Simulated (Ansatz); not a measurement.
A series of calculations on Si$_{31}$C$_{32}$

Part 1: Relaxation

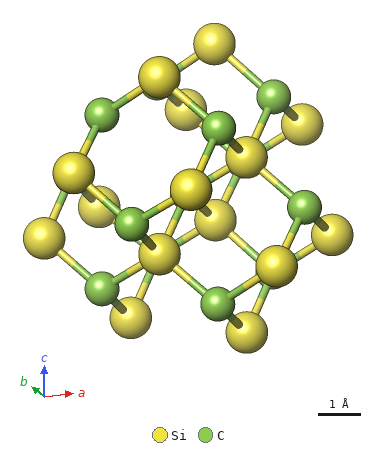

A defect cell of composition Si31C32 (cell charge +1), before the relaxation. Style: ball-and-stick. Shown: the atoms within 4.2 Å of the atom that moves most (axes of the cell of the calculation (origin shifted)), slightly off an axis.

Level of theory: Ansatz, DFT, PBEsol, PAW, plane waves.

(plane-wave cutoff 420 eV; k-point mesh 1 × 1 × 1; collinear spin; atoms relaxed in a fixed cell; force threshold 0.03 eV/Å; at most 80 steps)

```xyz
63
Lattice="8.7137 0.0000 0.0000 0.0000 8.7137 0.0000 0.0000 0.0000 8.7137" Properties=species:S:1:pos:R:3 pbc="T T T"
Si    8.6989    0.0257    0.0134
Si    0.0038    8.7001    4.4022
Si    8.6936    4.3657    8.7065
Si    0.0297    4.3629    4.3611
Si    4.3891    0.0132    0.0403
Si    4.3536    8.6859    4.3382
Si    4.3764    4.3256    8.6919
Si    2.1848    2.1923    0.0002
Si    2.1569    2.1645    4.3757
Si    2.1995    6.5289    0.0082
Si    2.1685    6.5488    4.3255
Si    6.5578    2.1788    8.6954
Si    6.5522    2.1828    4.3390
Si    6.5319    6.5313    8.6829
Si    6.5703    6.5431    4.3507
Si    2.1832    8.6719    2.2358
Si    2.1770    0.0081    6.5062
Si    2.1935    4.3751    2.1531
Si    2.1601    4.3335    6.5122
Si    6.5340    8.7007    2.2197
Si    6.5211    0.0293    6.5188
Si    6.5360    4.3485    2.1971
Si    6.5258    4.3904    6.5683
Si    0.0236    2.2089    2.1912
Si    0.0098    2.1955    6.5361
Si    8.6890    6.5434    2.2172
Si    0.0001    6.5259    6.5112
Si    4.3437    2.1918    2.1396
Si    4.3428    2.1967    6.5391
Si    4.3547    6.5137    2.1536
Si    4.3767    6.5226    6.5119
C     1.0865    1.0732    1.0765
C     1.0912    1.1005    5.4516
C     1.0792    5.4457    1.0977
C     1.0800    5.4364    5.4716
C     5.4434    1.1230    1.0787
C     5.4505    1.0750    5.4675
C     5.4689    5.4524    1.1335
C     5.4329    5.4189    5.4284
C     3.2785    3.2973    1.0817
C     3.2588    3.2470    5.4221
C     3.2873    7.5974    1.1106
C     3.2664    7.6145    5.4414
C     7.6023    3.2445    1.1008
C     7.6294    3.2620    5.4516
C     7.6003    7.6295    1.1108
C     7.6296    7.6016    5.4423
C     3.2355    1.0620    3.2921
C     3.2364    1.0933    7.6537
C     3.2587    5.4252    3.3036
C     3.3018    5.4643    7.6353
C     7.6346    1.0915    3.2848
C     7.6187    1.0594    7.6341
C     7.6464    5.4464    3.2604
C     7.6234    5.4708    7.6556
C     1.0987    3.2586    3.2685
C     1.1119    3.2672    7.6018
C     1.1056    7.6408    3.2762
C     1.0795    7.6245    7.6298
C     5.4361    3.2750    3.2658
C     5.4366    3.2775    7.6714
C     5.5016    7.5938    3.2488
C     5.4355    7.6186    7.6118
```

Q: What does the optimiser find from here?

A: After 5 geometry steps the energy has fallen by 1.990 eV per cell of the calculation. The largest force component goes from 1.8 to 0.0091 eV/Å. The atom that moves furthest is C60 (0.24 Å along [1 −1 −1]). Largest moves by element: C 0.24 Å, Si 0.07 Å. The lattice vectors keep their values. Near-neighbour distances that change, for instance: Si28–C48 1.958 → 1.872 Å, Si15–C39 1.928 → 1.846 Å, Si20–C36 1.945 → 1.882 Å, Si7–C38 1.949 → 1.888 Å. Among the angles between lasting bonds that change: C52–Si13–C60 111.1° → 100.7°, C44–Si22–C60 109.2° → 100.5°, C36–Si28–C60 108.9° → 100.8°. The program noted that the starting moments weren't kept. Cost: 7.1 s on 1 × NVIDIA GB300 with 8 threads of Arm Neoverse-V2, peak memory 1.8 GiB.

The end point in the same view:

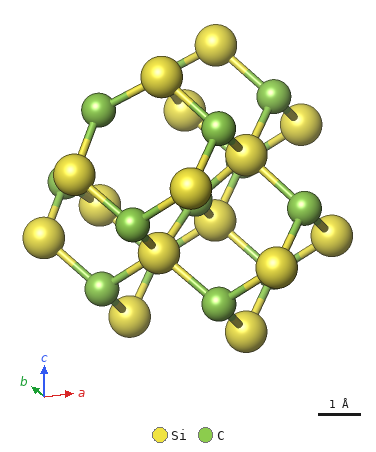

Limits of the set-up: the cell is charged, on a uniform background, and energies carry no finite-size correction.

Part 2: Relaxation

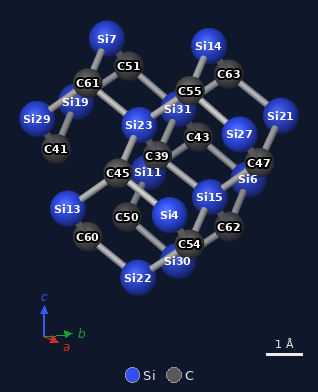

A defect cell of composition Si31C32 (cell charge +2), before the relaxation. The picture is a ball-and-stick view of the atoms within 4.2 Å of the atom that moves most (axes of the cell of the calculation (origin shifted)), seen slightly off an axis.

The calculation used DFT, PBEsol, PAW, plane waves (Ansatz).

Set-up: plane-wave cutoff 420 eV; k-point mesh 1 × 1 × 1; no spin polarisation; atoms relaxed in a fixed cell; force threshold 0.03 eV/Å; at most 80 steps.

```
CELL_PARAMETERS angstrom
8.71371 0.00000 0.00000
0.00000 8.71371 0.00000
0.00000 0.00000 8.71371
ATOMIC_POSITIONS crystal
Si 0.99830 0.00295 0.00154
Si 0.00044 0.99844 0.50520
Si 0.99769 0.50101 0.99917
Si 0.00341 0.50069 0.50049
Si 0.50370 0.00152 0.00462
Si 0.49963 0.99681 0.49786
Si 0.50225 0.49642 0.99750
Si 0.25074 0.25159 0.00003
Si 0.24752 0.24840 0.50216
Si 0.25241 0.74927 0.00094
Si 0.24886 0.75155 0.49640
Si 0.75258 0.25004 0.99790
Si 0.75195 0.25050 0.49795
Si 0.74961 0.74955 0.99646
Si 0.75402 0.75089 0.49930
Si 0.25055 0.99520 0.25659
Si 0.24984 0.00093 0.74666
Si 0.25173 0.50209 0.24709
Si 0.24790 0.49732 0.74736
Si 0.74985 0.99851 0.25473
Si 0.74838 0.00337 0.74811
Si 0.75008 0.49905 0.25214
Si 0.74891 0.50385 0.75378
Si 0.00271 0.25350 0.25146
Si 0.00113 0.25196 0.75009
Si 0.99716 0.75094 0.25445
Si 0.00002 0.74893 0.74723
Si 0.49849 0.25153 0.24555
Si 0.49839 0.25210 0.75044
Si 0.49976 0.74753 0.24715
Si 0.50228 0.74855 0.74732
C 0.12468 0.12316 0.12354
C 0.12523 0.12629 0.62563
C 0.12385 0.62495 0.12598
C 0.12394 0.62389 0.62793
C 0.62470 0.12888 0.12380
C 0.62551 0.12337 0.62746
C 0.62762 0.62572 0.13008
C 0.62348 0.62188 0.62298
C 0.37625 0.37840 0.12413
C 0.37398 0.37263 0.62225
C 0.37725 0.87189 0.12746
C 0.37486 0.87385 0.62447
C 0.87245 0.37235 0.12633
C 0.87556 0.37436 0.62564
C 0.87222 0.87557 0.12748
C 0.87559 0.87237 0.62456
C 0.37132 0.12188 0.37780
C 0.37141 0.12546 0.87835
C 0.37397 0.62260 0.37913
C 0.37892 0.62710 0.87624
C 0.87616 0.12526 0.37698
C 0.87433 0.12158 0.87610
C 0.87751 0.62504 0.37417
C 0.87488 0.62784 0.87857
C 0.12608 0.37397 0.37510
C 0.12760 0.37495 0.87240
C 0.12688 0.87687 0.37598
C 0.12388 0.87500 0.87561
C 0.62386 0.37585 0.37479
C 0.62391 0.37613 0.88038
C 0.63137 0.87148 0.37284
C 0.62379 0.87432 0.87355
```

> What does the optimiser find from here?

The largest move is that of C39, 0.28 Å along [1 1 1]. Largest moves by element: C 0.28 Å, Si 0.08 Å. The lattice vectors keep their values. Some distances before and after: Si19–C51 1.960 → 1.869 Å, Si7–C61 1.807 → 1.887 Å, Si15–C39 1.928 → 1.855 Å, Si23–C45 1.933 → 1.869 Å. Bond angles that change, for instance: C39–Si23–C55 111.9° → 100.2°, C39–Si31–C63 111.4° → 100.2°, C39–Si15–C47 109.9° → 100.2°. After 4 geometry steps the energy has fallen by 2.202 eV per cell of the calculation. Largest force component: 2.2 eV/Å at the start, 0.0033 eV/Å at the end. The run took 5.3 s on 1 × NVIDIA GB300 with 8 threads of Arm Neoverse-V2, peak memory 1.8 GiB.

History of the run:

| step | E − E(0), meV/atom | largest force component, eV/Å |
| --- | --- | --- |
| 0 | 0.00 | 2.1992 |
| 1 | -26.05 | 1.0378 |
| 2 | -34.82 | 0.1025 |
| 3 | -34.91 | 0.0887 |
| 4 | -34.96 | 0.0033 |

After the run, drawn alike:

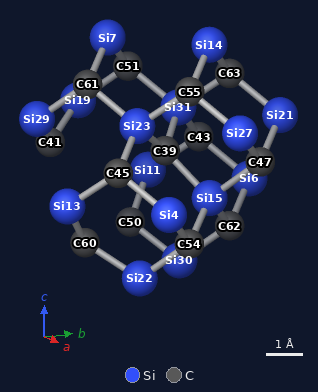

Limits of the set-up: the cell is charged, on a uniform background, and energies carry no finite-size correction.

Part 3: Defect

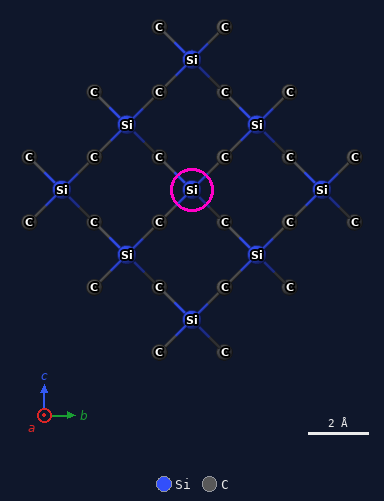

Perfect SiC. Style: ball-and-stick. Shown: the atoms within 6.0 Å of one point, in a slice 4.2 Å thick across the line of sight, along the a axis.

The calculation used DFT, PBEsol, PAW, plane waves in Ansatz. Settings: plane-wave cutoff 420 eV; k-point mesh 1 × 1 × 1; collinear spin. Fermi-Dirac smearing of 0.01 eV. A uniform background neutralises the charged cell. The axes drawn are those of the host's conventional cell.

A silicon atom is taken out (a vacancy) at the ringed place, in charge state −1. The supercell has 64 sites, and the atoms are relaxed at the host's cell.

Q: Predict the relaxed surroundings of the defect.

A: Around the empty Si site the host had 4 C at 1.89 Å; after relaxation the nearest atoms are 4 C at 2.07 Å. Of the host's atoms, a carbon atom moves furthest from its site, by 0.18 Å. The cell's net moment is 3.00 μB.

The relaxed defect, seen from the same direction:

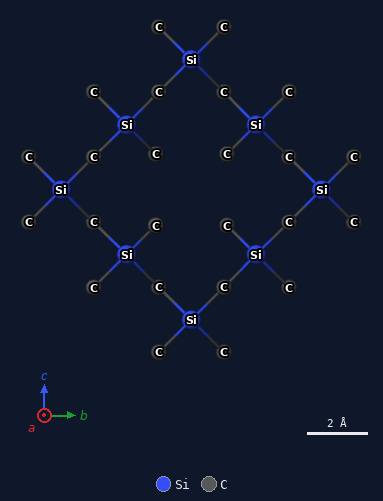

Limits of the set-up: the cell is charged, on a uniform background, and energies carry no finite-size correction.

Part 4: Defect

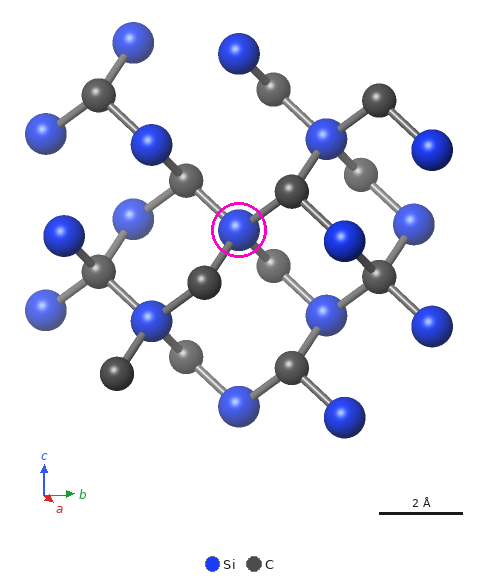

Perfect SiC. Style: ball-and-stick. Shown: the atoms within 5.4 Å of one point, in a slice 3.4 Å thick across the line of sight, slightly off an axis.

All numbers below come from Ansatz, DFT, PBEsol, PAW, plane waves. Set-up: plane-wave cutoff 420 eV; k-point mesh 1 × 1 × 1; no spin polarisation. Fermi-Dirac smearing of 0.01 eV. A uniform background neutralises the charged cell. The axes drawn are those of the host's conventional cell.

A silicon atom is taken out (a vacancy) at the ringed place, in charge state −2. The supercell has 64 sites, and the atoms are relaxed at the host's cell.

Predict the relaxed surroundings of the defect.

Around the empty Si site the host had 4 C at 1.89 Å; after relaxation the nearest atoms are 4 C at 2.07 Å. Of the host's atoms, a carbon atom moves furthest from its site, by 0.18 Å.

The relaxed defect, seen from the same direction:

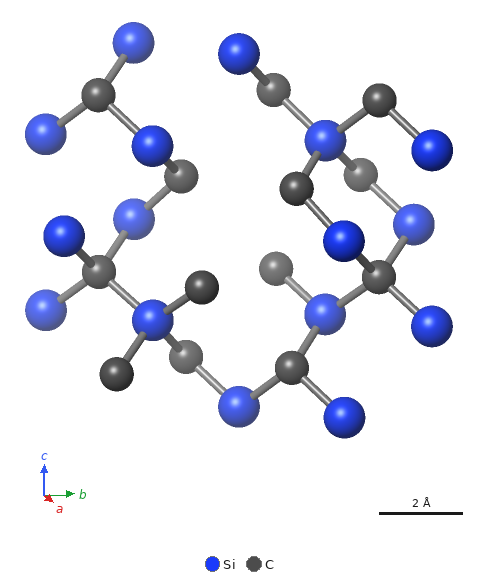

Limits of the set-up: the cell is charged, on a uniform background, and energies carry no finite-size correction.
